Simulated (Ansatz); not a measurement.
# Two runs on GaN

System: GaN (4 atoms in the cell).
Method of the first run: DFT PBEsol, scalar-relativistic, plane waves, PAW, no spin polarisation (Ansatz 0.2.0).

The structure derives from an entry of the Crystallography Open Database. Text and figures count atoms from 1; the logs count them from 0 in places.

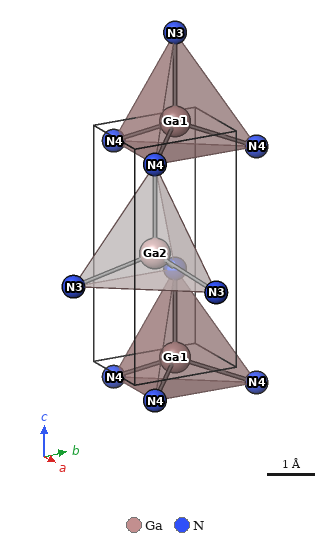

**Figure 1.** The structure (polyhedral view of the cell of the calculation, seen slightly off an axis; polyhedra are completed across the faces of the cell; atoms are numbered from 1 in the order of the input).

### Input, the first run
```yaml
crystal:
  lattice:
    - [3.1509125385, 1.0e-10, 0.0]
    - [-1.5754562693, 2.7563336398, 0.0]
    - [0.0, 0.0, 5.185406482]
  atoms:
    - { symbol: Ga, position: [0.3333333333, 0.6666666667, -0.0008066015] }
    - { symbol: Ga, position: [0.6666666667, 0.3333333333, 0.4991933985] }
    - { symbol: "N", position: [0.3333333333, 0.6666666667, 0.3758066015] }
    - { symbol: "N", position: [0.6666666667, 0.3333333333, 0.8758066015] }
basis:
  ecutwfc: 420
  ecutrho_ratio: 4
kpoints:
  mp_grid: { grid: [12, 12, 6] }
hamiltonian:
  xc: pbesol
scf:
  occupations: { method: gaussian, width: 0.05 }
output:
  forces: true
  stress: true
  eigenvalues: true
```

Hardware: 4 threads of an Arm (aarch64) CPU, shared host.

### Output, shortened to warnings, some set-up lines, iterations and results (the first run)
```
Basis set: ecut = 420 eV, 885 PW (Γ), exchange–correlation on 48×48×72 points (8 copies of the dense FFT grid, shifted against one another)
Symmetry: 4 space group operations
k-points: 172 of 864 (time reversal used)
Initial density: superposition of atomic densities (neutral atoms: chi_scale 0, normalization atom), corrected by the library's trained network
[...]
SCF iter   1: F=—  HF=-8245.708325 eV  |F-HF|=—  |Δ(HF+E_count)|=         —  Δρ=1.27e-2  dr2=7.00e-2  ethr=1.77e-3  ⟨swp⟩=5.0  Hψ=15041  notcnv=0
SCF iter   2: F=—  HF=-8245.688542 eV  |F-HF|=—  |Δ(HF+E_count)|=   1.98e-2  Δρ=1.92e-3  dr2=1.69e-3  ethr=1.94e-4  ⟨swp⟩=2.1  Hψ=6530  notcnv=0
SCF iter   3: F=—  HF=-8245.688334 eV  |F-HF|=—  |Δ(HF+E_count)|=   2.08e-4  Δρ=8.89e-4  dr2=2.62e-4  ethr=4.71e-6  ⟨swp⟩=2.1  Hψ=4864  notcnv=0
SCF iter   4: F=—  HF=-8245.688353 eV  |F-HF|=—  |Δ(HF+E_count)|=   1.90e-5  Δρ=1.46e-4  dr2=1.09e-5  ethr=7.27e-7  ⟨swp⟩=2.0  Hψ=6880  notcnv=0
SCF iter   5: F=—  HF=-8245.688333 eV  |F-HF|=—  |Δ(HF+E_count)|=   1.99e-5  Δρ=1.04e-4  dr2=3.01e-6  ethr=3.03e-8  ⟨swp⟩=2.0  Hψ=6863  notcnv=0
SCF iter   6: F=—  HF=-8245.688335 eV  |F-HF|=—  |Δ(HF+E_count)|=   1.61e-6  Δρ=2.27e-5  dr2=1.59e-7  ethr=8.35e-9  ⟨swp⟩=2.3  Hψ=6479  notcnv=0
SCF iter   7: F=-8245.688335 eV  HF=-8245.688335 eV  |F-HF|=5.05e-9  |Δ(HF+E_count)|=   9.86e-8  Δρ=3.09e-6  dr2=4.44e-9  ethr=2.78e-10  ⟨swp⟩=4.0  Hψ=13635  notcnv=0
SCF 1 converged in 7 iterations: F = -8245.688335 eV  dr2 = 4.44e-9
SCF converged after 7 iterations
Free energy (F): -8245.688335 eV
Harris-Foulkes:  -8245.688335 eV  (|F-HF|=5.05e-9)
Internal energy: -8245.688335 eV  (E = F + TS)
E sigma→0 (E₀):  -8245.688335 eV
Fermi energy:    10.756772 eV
--- Per-component energies (eV) ---
  E_band       = -8.282243
  E_kinetic    = 494.384902
  E_local      = -3881.578195  (includes V_loc(G=0)·N_el)
  E_nonlocal   = 951.123300
  E_hartree    = 1785.102549
  E_xc         = -255.739037
  E_vxc        = -268.194763  (∫ρ·V_xc dr)
  E_paw        = -4151.994810  (= ΣΔE_a)
  E_vpaw       = -874.223261  (= ΣTr[D̂ρ^β])
  E_aug_tail   = 0.000057  (compensation charges beyond the density's cutoff)
  E_ewald      = -3188.769255
  E_core_change = 1.782153  (= ΣΔE_core)
  E_smearing   = -0.000000  (= −TS)
  E_closure    = -0.000000  (closes the sum)
  Σ components = -8245.688335   (vs F -8245.688335, Δ=0.00e0)
--- Forces (eV/Å), atoms counted from 1 ---
  atom   1  Ga    -0.00000000     0.08518409     0.05567002
  atom   2  Ga     0.00000000    -0.08518409     0.05567002
  atom   3  N     -0.00000000     0.09876465    -0.05567415
  atom   4  N      0.00000000    -0.09876465    -0.05567415
  max |Σ_I F_I| component: 8.27e-6 eV/Å
--- Stress (GPa, compression-positive) ---
        4.189933       0.000000      -0.000000
        0.000000       1.012243      -0.000000
       -0.000000      -0.000000       0.627662
  P = ⅓ Tr σ = 1.9433 GPa (19.433 kbar)
```

For the second run the input was changed thus:
```diff
-    - [3.1509125385, 1.0e-10, 0.0]
-    - [-1.5754562693, 2.7563336398, 0.0]
+    - [3.1827399379, 1.0e-10, 0.0]
+    - [-1.591369969, 2.7563336398, 0.0]
-    - { symbol: "N", position: [0.6666666667, 0.3333333333, 0.8758066015] }
+    - { symbol: "N", position: [0.6666666667, 0.3333333333, 0.8854490471] }
```

What does this change do to the results?

With the same functional and potentials, the second run lies 3.7 meV per atom higher. The gap on the mesh goes from 1.90 to 1.87 eV. The pressure goes from 1.94 to 0.16 GPa. The largest force goes from 0.113 to 0.805 eV/Å. The volume per atom goes from 11.26 to 11.37 Å³. The number of SCF iterations is the same. The irreducible k-points go from 172 to 100. The plane waves at Γ go from 885 to 893.

### Output, shortened to warnings, some set-up lines, iterations and results (the second run)
```
Basis set: ecut = 420 eV, 893 PW (Γ), exchange–correlation on 48×48×72 points (8 copies of the dense FFT grid, shifted against one another)
Symmetry: 6 space group operations
k-points: 100 of 864 (time reversal used)
Initial density: superposition of atomic densities (neutral atoms: chi_scale 0, normalization atom), corrected by the library's trained network
[...]
SCF iter   1: F=—  HF=-8245.693418 eV  |F-HF|=—  |Δ(HF+E_count)|=         —  Δρ=1.26e-2  dr2=7.06e-2  ethr=1.77e-3  ⟨swp⟩=5.0  Hψ=8790  notcnv=0
SCF iter   2: F=—  HF=-8245.673567 eV  |F-HF|=—  |Δ(HF+E_count)|=   1.99e-2  Δρ=1.88e-3  dr2=1.63e-3  ethr=1.96e-4  ⟨swp⟩=2.1  Hψ=3802  notcnv=0
SCF iter   3: F=—  HF=-8245.673378 eV  |F-HF|=—  |Δ(HF+E_count)|=   1.89e-4  Δρ=8.87e-4  dr2=2.66e-4  ethr=4.52e-6  ⟨swp⟩=2.2  Hψ=2899  notcnv=0
SCF iter   4: F=—  HF=-8245.673398 eV  |F-HF|=—  |Δ(HF+E_count)|=   2.03e-5  Δρ=1.56e-4  dr2=1.24e-5  ethr=7.39e-7  ⟨swp⟩=2.0  Hψ=4003  notcnv=0
SCF iter   5: F=—  HF=-8245.673387 eV  |F-HF|=—  |Δ(HF+E_count)|=   1.09e-5  Δρ=1.05e-4  dr2=3.18e-6  ethr=3.44e-8  ⟨swp⟩=2.0  Hψ=3987  notcnv=0
SCF iter   6: F=—  HF=-8245.673389 eV  |F-HF|=—  |Δ(HF+E_count)|=   1.88e-6  Δρ=2.08e-5  dr2=1.48e-7  ethr=8.83e-9  ⟨swp⟩=2.2  Hψ=3784  notcnv=0
SCF iter   7: F=-8245.673389 eV  HF=-8245.673389 eV  |F-HF|=7.74e-9  |Δ(HF+E_count)|=   8.84e-8  Δρ=6.50e-6  dr2=1.96e-8  ethr=2.78e-10  ⟨swp⟩=4.0  Hψ=7816  notcnv=0
SCF 1 converged in 7 iterations: F = -8245.673389 eV  dr2 = 1.96e-8
SCF converged after 7 iterations
Free energy (F): -8245.673389 eV
Harris-Foulkes:  -8245.673389 eV  (|F-HF|=7.74e-9)
Internal energy: -8245.673389 eV  (E = F + TS)
E sigma→0 (E₀):  -8245.673389 eV
Fermi energy:    10.563371 eV
--- Per-component energies (eV) ---
  E_band       = -13.188079
  E_kinetic    = 493.576428
  E_local      = -3898.518875  (includes V_loc(G=0)·N_el)
  E_nonlocal   = 951.082549
  E_hartree    = 1791.431336
  E_xc         = -255.423403
  E_vxc        = -267.784566  (∫ρ·V_xc dr)
  E_paw        = -4152.062374  (= ΣΔE_a)
  E_vpaw       = -874.406849  (= ΣTr[D̂ρ^β])
  E_aug_tail   = 0.000091  (compensation charges beyond the density's cutoff)
  E_ewald      = -3177.541294
  E_core_change = 1.782153  (= ΣΔE_core)
  E_smearing   = -0.000000  (= −TS)
  E_closure    = -0.000000  (closes the sum)
  Σ components = -8245.673389   (vs F -8245.673389, Δ=0.00e0)
--- Forces (eV/Å), atoms counted from 1 ---
  atom   1  Ga     0.00000000    -0.00000000     0.22797857
  atom   2  Ga     0.00000000     0.00000000     0.27921158
  atom   3  N      0.00000000    -0.00000000     0.29811389
  atom   4  N     -0.00000000     0.00000000    -0.80531742
  max |Σ_I F_I| component: 1.34e-5 eV/Å
--- Stress (GPa, compression-positive) ---
        0.953039      -0.000000       0.000000
       -0.000000       0.953039      -0.000000
        0.000000      -0.000000      -1.412218
  P = ⅓ Tr σ = 0.1646 GPa (1.646 kbar)
```

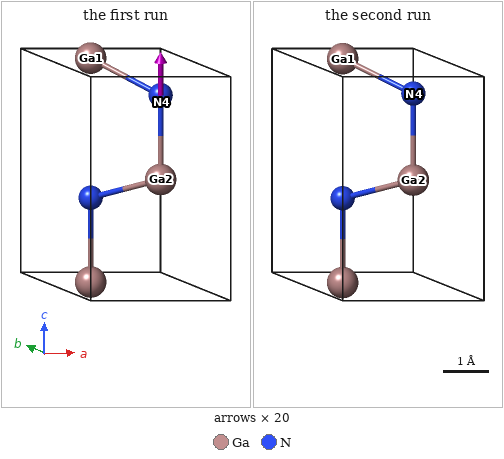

**Figure 2.** The two input geometries at one scale (ball-and-stick view of the cell of the calculation, seen at an oblique angle). The pink arrows on the first give the shifts of the atoms relative to the cell, magnified 20 times. The atom that moves furthest relative to the cell is an N atom (0.050 Å). Ga stays in place. The volume changes by +1.0 %, with a 3.151 → 3.183 Å (+1.0 %), b 3.175 → 3.183 Å (+0.2 %), c stays at 5.185 Å, γ 119.8° → 120.0°. Among the contacts that change: Ga–N 1.953 → 2.003 Å, Ga–N 1.946 → 1.930 Å.

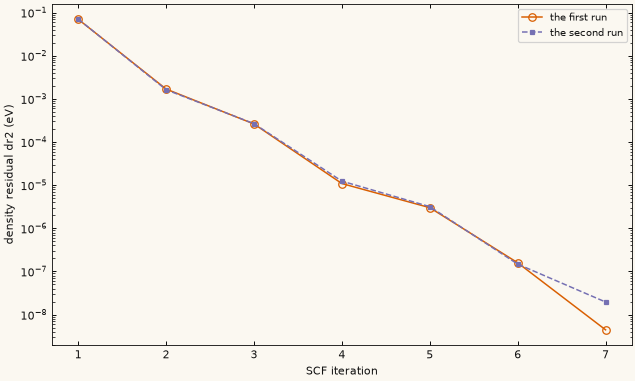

**Figure 3.** Convergence of the two runs: density residual dr2 against the SCF iteration. The first run takes 7 iterations in all, and the second run takes 7.

### The two runs side by side

| quantity | the first run | the second run |
| --- | --- | --- |
| outcome | converged | converged |
| free energy per atom (eV) | −2061.4221 | −2061.4183 |
| gap on the mesh (eV) | 1.90 | 1.87 |
| pressure (GPa) | 1.94 | 0.16 |
| volume per atom (Å³) | 11.26 | 11.37 |
| largest force (eV/Å) | 0.113 | 0.805 |
| SCF iterations | 7 | 7 |
| irreducible k-points | 172 | 100 |
| plane waves at Γ | 885 | 893 |
| wall time (shared host) | 6.1 s | 3.8 s |
